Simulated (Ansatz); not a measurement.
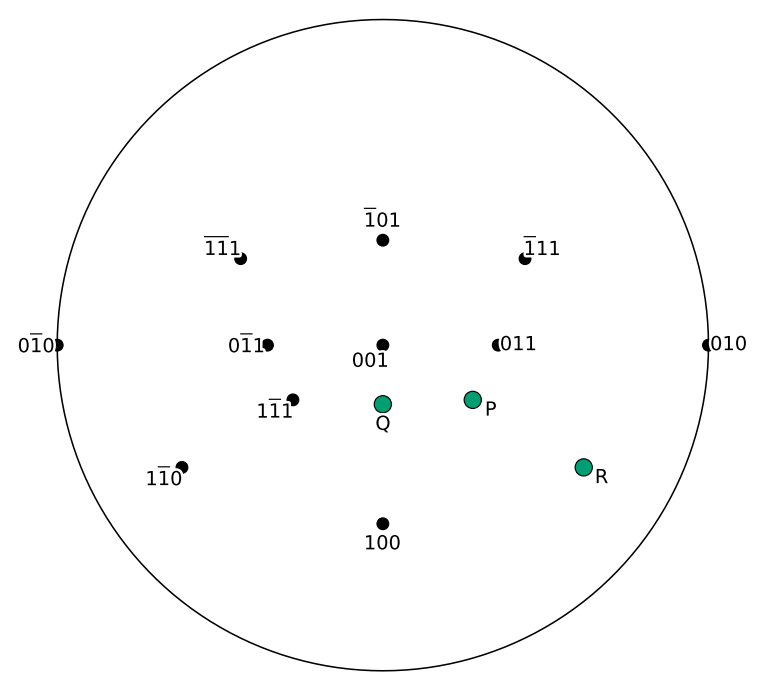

Crystal: Ag, the end point of a relaxation (final pressure about -2.8 GPa) with Ansatz 0.2.0, DFT PBEsol, scalar-relativistic, plane waves, PAW. Stereographic projection of plane normals (upper hemisphere) centred on (0 0 1). All values are computed from the atomic coordinates in the standard setting (tolerance 0.002 Å).

a = 4.852 Å, b = 2.953 Å, c = 2.838 Å, α = 90.00°, β = 122.51°, γ = 90.00°.

Index the poles marked P, Q, R.

P is (1 1 1), 35.8° from the centre; Q is (1 0 1), 20.6° from the centre; R is (1 1 0), 71.7° from the centre.

What is the angle between the normals of (1 −1 0) and (1 1 0), and what are their d_hkl = 1/|g|?

108.4°; d = 2.394 Å and 2.394 Å.
